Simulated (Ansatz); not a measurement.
Consider TiSi4 (interface cell).

Input

```
crystal:
  lattice:
    - [7.7358807755, 0.0, 0.0]
    - [-3.8679403878, 7.7358807755, 0.0]
    - [0.0, 0.0, 18.0718828789]
  atoms:
    - { symbol: Si, position: [0.125, 0.25, 0.0276672886] }
    - { symbol: Si, position: [0.375, 0.75, 0.0276672886] }
    - { symbol: Si, position: [0.625, 0.25, 0.0276672886] }
    - { symbol: Si, position: [-0.125, 0.75, 0.0276672886] }
    - { symbol: Si, position: [0.5, 0.0, 0.1033386201] }
    - { symbol: Si, position: [-0.25, 0.5, 0.1033386201] }
    - { symbol: Si, position: [0.0, 0.0, 0.1033386201] }
    - { symbol: Si, position: [0.25, 0.5, 0.1033386201] }
    - { symbol: Si, position: [-0.25, 0.0, 0.1790099515] }
    - { symbol: Si, position: [0.0, 0.5, 0.1790099515] }
    - { symbol: Si, position: [0.25, 0.0, 0.1790099515] }
    - { symbol: Si, position: [-0.5, 0.5, 0.1790099515] }
    - { symbol: Si, position: [0.125, -0.25, 0.2546812829] }
    - { symbol: Si, position: [-0.625, 0.25, 0.2546812829] }
    - { symbol: Si, position: [-0.375, -0.25, 0.2546812829] }
    - { symbol: Si, position: [-0.125, 0.25, 0.2546812829] }
    - { symbol: Si, position: [-0.625, -0.25, 0.3303526143] }
    - { symbol: Si, position: [-0.375, 0.25, 0.3303526143] }
    - { symbol: Si, position: [-0.125, -0.25, 0.3303526143] }
    - { symbol: Si, position: [-0.875, 0.25, 0.3303526143] }
    - { symbol: Si, position: [-0.25, -0.5, 0.4060239457] }
    - { symbol: Si, position: [-1.0, 0.0, 0.4060239457] }
    - { symbol: Si, position: [-0.75, -0.5, 0.4060239457] }
    - { symbol: Si, position: [-0.5, 0.0, 0.4060239457] }
    - { symbol: Ti, position: [-0.5, 0.0, 0.5604074164] }
    - { symbol: Ti, position: [-1.1666666667, 0.6666666667, 0.5604074164] }
    - { symbol: Ti, position: [-0.8333333333, 0.3333333333, 0.5604074164] }
    - { symbol: Si, position: [-1.1640517648, 0.0, 0.5604074164] }
    - { symbol: Si, position: [-0.8307184315, 0.6666666667, 0.5604074164] }
    - { symbol: Si, position: [-0.4973850981, 0.3333333333, 0.5604074164] }
    - { symbol: Si, position: [-0.8361142645, 0.0, 0.5604074164] }
    - { symbol: Si, position: [-0.5027809312, 0.6666666667, 0.5604074164] }
    - { symbol: Si, position: [-1.1694475979, 0.3333333333, 0.5604074164] }
    - { symbol: Ti, position: [-0.8332049347, -0.1663785375, 0.6779798488] }
    - { symbol: Ti, position: [-0.4998716014, 0.5002881291, 0.6779798488] }
    - { symbol: Ti, position: [-1.1665382681, 0.1669547958, 0.6779798488] }
    - { symbol: Si, position: [-0.4970906702, -0.1663785375, 0.6779798488] }
    - { symbol: Si, position: [-1.1637573369, 0.5002881291, 0.6779798488] }
    - { symbol: Si, position: [-0.8304240035, 0.1669547958, 0.6779798488] }
    - { symbol: Si, position: [-1.16915317, -0.1663785375, 0.6779798488] }
    - { symbol: Si, position: [-0.8358198366, 0.5002881291, 0.6779798488] }
    - { symbol: Si, position: [-0.5024865033, 0.1669547958, 0.6779798488] }
    - { symbol: Ti, position: [-0.6663785375, -0.332757075, 0.7955522812] }
    - { symbol: Ti, position: [-1.3330452042, 0.3339095916, 0.7955522812] }
    - { symbol: Ti, position: [-0.9997118709, 0.0005762583, 0.7955522812] }
    - { symbol: Si, position: [-1.3304303023, -0.332757075, 0.7955522812] }
    - { symbol: Si, position: [-0.997096969, 0.3339095916, 0.7955522812] }
    - { symbol: Si, position: [-0.6637636356, 0.0005762583, 0.7955522812] }
    - { symbol: Si, position: [-1.0024928021, -0.332757075, 0.7955522812] }
    - { symbol: Si, position: [-0.6691594687, 0.3339095916, 0.7955522812] }
    - { symbol: Si, position: [-1.3358261354, 0.0005762583, 0.7955522812] }
    - { symbol: Ti, position: [-0.9995834723, -0.4991356126, 0.9131247136] }
    - { symbol: Ti, position: [-0.6662501389, 0.1675310541, 0.9131247136] }
    - { symbol: Ti, position: [-1.3329168056, -0.1658022792, 0.9131247136] }
    - { symbol: Si, position: [-0.6634692077, -0.4991356126, 0.9131247136] }
    - { symbol: Si, position: [-1.3301358744, 0.1675310541, 0.9131247136] }
    - { symbol: Si, position: [-0.9968025411, -0.1658022792, 0.9131247136] }
    - { symbol: Si, position: [-1.3355317075, -0.4991356126, 0.9131247136] }
    - { symbol: Si, position: [-1.0021983741, 0.1675310541, 0.9131247136] }
    - { symbol: Si, position: [-0.6688650408, -0.1658022792, 0.9131247136] }
basis:
  ecutwfc: 420
kpoints:
  mp_grid: { grid: [5, 5, 2] }
hamiltonian:
  xc: pbe
scf:
  occupations: { method: gaussian, width: 0.1 }
output:
  forces: true
  stress: true
  eigenvalues: true
  populations: true
  write_density: true
  write_potential: true
  elf: true
  volumetric_format: npy
relax:
  adjacent_minimum: "off"
  f_tol: 0.02
  max_steps: 70
  cell: { fix: [a, b, gamma, alpha, beta], stress_tol: 0.15 }
```

Command:

```sh
ansatz run input.yaml --threads 8 --pin off --max-ram 28672MiB --backend cpu --events-out ev --progress --plain --runs-dir out
```

The fields are those of the run's last geometry, not of the input's.

Computed without spin polarisation.

All numbers below come from DFT PBE, scalar-relativistic, plane waves, PAW in Ansatz 0.2.0.

> What can the converged valence pseudo-density and electron localisation function tell about the bonding?

Si–Si (2.33 Å): ρ at the midpoint is about 0.56 e/Å³; the ELF peaks at about 0.90 between the atoms.
Ti–Si (2.40 Å): ρ is about 0.45 e/Å³ halfway; the ELF peaks at about 0.85 in the valence shell of Si, 0.8 Å from its nucleus, and is about 0.50 at the midpoint.
Ti–Ti (2.93 Å): ρ is about 0.22 e/Å³ halfway; the ELF is about 0.30 at the midpoint.

> Metal or insulator at this level of theory?

It is metallic or semimetallic at this level of theory: no gap opens.

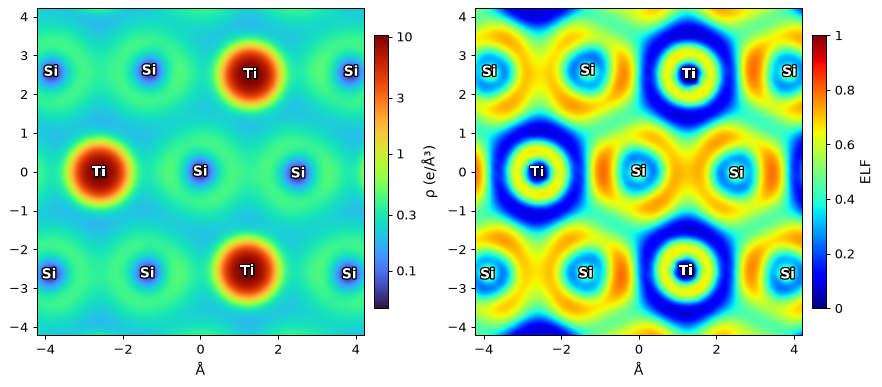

Computed valence pseudo-density and electron localisation function on the (001) plane of the calculation cell, in this order. 

Core electrons are frozen (PAW), and the valence fields are smoothed inside the atomic spheres.
